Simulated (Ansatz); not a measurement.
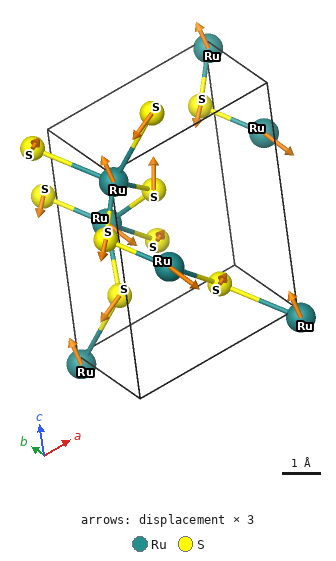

This is a relaxation of solid RuS$_{2}$ (built on the SiO2-122 type type). The starting structure is drawn; orange arrows show the displacements (the part carried along by the change of the cell is left out), 3 times their true length.

The picture is a ball-and-stick view of the cell of the calculation, reduced to other axes, seen slightly off an axis. Lengths and directions refer to the drawn axes.

Case: shaken.

Level of theory: DFT, PBEsol, plane waves, PAW (Ansatz).

Input file:
```yaml
crystal:
  lattice:
    - [-2.4164963677, 2.4143862629, 5.0119739164]
    - [2.5206847386, -2.4872755752, 5.0981497198]
    - [2.3941969218, 2.4649761293, -5.0474458908]
  atoms:
    - { symbol: Ru, position: [-0.031324593, -0.0222592696, -0.0002511904] }
    - { symbol: Ru, position: [0.7486624812, 0.238608953, 0.4362381803] }
    - { symbol: S, position: [0.4387958572, 0.3802829234, 0.5484532175] }
    - { symbol: S, position: [1.0753159657, 0.6106523537, 0.9870164843] }
    - { symbol: S, position: [0.6570253437, 0.1106697606, -0.0039333163] }
    - { symbol: S, position: [0.8467471694, -0.1326608434, 0.4733305235] }
kpoints:
  mp_grid: { grid: [6, 6, 6] }
hamiltonian:
  xc: pbesol
scf:
  occupations: { method: fermi_dirac, width: 0.05 }
relax:
  f_tol: 0.01
  cell: {}
  max_steps: 120
```

Command:
```bash
ansatz run input.yaml --threads 2 --pin off --max-ram 2211MiB --backend cpu --events-out ev --progress --plain --runs-dir out
```

Q: What did the optimiser do to the structure, and how much energy did it gain?

A: Over 5 accepted moves (6 points after the start) the energy falls by 787 meV per atom. Largest force component: 14 eV/Å at the start, 0.0046 eV/Å at the end. The pressure goes from 23.14 to −0.02 GPa. At 1 point the geometry stayed and the basis and grid were re-selected for the new cell (energy shift of 0.1 meV per atom at most each time). Ru2 moves most relative to the cell: 0.33 Å along [1 0 −1]. Largest moves by element: Ru 0.33 Å, S 0.30 Å. Cell: a 4.880 → 4.948 Å (+1.4 %), b 4.915 → 4.948 Å (+0.7 %), c 6.065 → 6.153 Å (+1.4 %), α 66.9° → 66.3°, β 66.8° → 66.3°, γ 89.5° → 90.0°. Volume +2.3 %. Among the contacts that change: Ru1–S5 1.763 → 2.180 Å, Ru1–S3 2.513 → 2.180 Å, Ru2–S5 1.882 → 2.180 Å, Ru1–S6 2.342 → 2.180 Å. Bond angles that change, for instance: S3–Ru2–S4 90.6° → 109.7°, S3–Ru2–S5 125.5° → 109.7°, S3–Ru2–S6 93.6° → 109.0°. The space group (tolerance 0.01 Å) goes from P1 (No. 1) to I-42d (No. 122).
